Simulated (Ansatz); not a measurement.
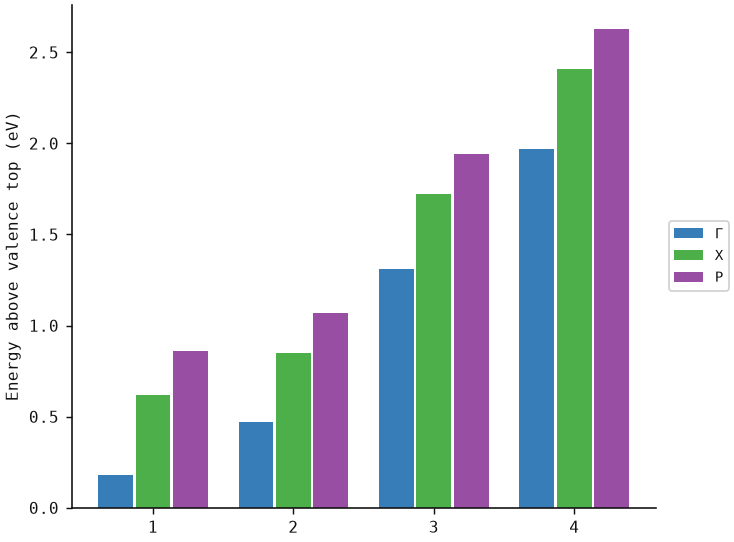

Lowest conduction level at each named k point, counted from the valence-band top at Γ, by several methods on one cell of ZnCu2SnS4, space group I-4, 8 atoms in the primitive cell, relaxed with r2SCAN; a = 5.414 Å, c = 10.823 Å (tetragonal axes). All runs are without spin-orbit coupling and carry no moments. In reduced coordinates of the cell that was run, X is (0.5, −0.5, 0) and P is (0.75, −0.25, −0.25).

Which column is which method? They are PBE, r2SCAN, HSE06 and PBE0.

1 is PBE; 2 is r2SCAN; 3 is HSE06; 4 is PBE0.

```csv
method,program,Γ (eV),X (eV),P (eV)
PBE,Ansatz,0.18,0.62,0.86
r2SCAN,Ansatz,0.47,0.85,1.07
HSE06,Ansatz,1.31,1.72,1.94
PBE0,Ansatz,1.97,2.41,2.63
```

Does HSE06 shift these levels rigidly from PBE?

The shifts are +1.13 eV at Γ, +1.10 eV at X and +1.08 eV at P, and at points that aren't plotted +1.19 eV (N), +1.04 eV (Z), +1.16 eV (Σ) and +1.11 eV (Y): over the named points that both runs hold, a spread of 0.15 eV on a mean of 1.12 eV, so one shift describes them well.

Settings. PBE: Ansatz PAW set, 6×6×6 k mesh, 420 eV cutoff, Fermi-Dirac smearing of 0.02 eV (Ansatz 0.2.0). r2SCAN: Ansatz PAW set, 6×6×6 k mesh, 500 eV cutoff, fixed occupations (Ansatz 0.2.0). HSE06: Ansatz PAW set, 4×4×4 k mesh, 420 eV cutoff, fixed occupations (Ansatz 0.2.0). PBE0: Ansatz PAW set, 4×4×4 k mesh, 420 eV cutoff, fixed occupations (Ansatz 0.2.0).

These are four of the 5 methods that were run on this cell. Spin-orbit coupling is left out, which matters for Sn. The cell was built by a generator and needn't be a form met in nature. r2SCAN, HSE06 and PBE0: the PAW data sets were made with another functional. LDA, GGA and most meta-GGA functionals understate gaps. HSE06 and PBE0: the k mesh is thin for exact exchange. In reduced coordinates of the cell that was run, N is (0.5, 0, 0), Z is (0.5, 0.5, −0.5), Σ is (0.313, −0.313, 0.313) and Y is (0.5, −0.5, 0.125).
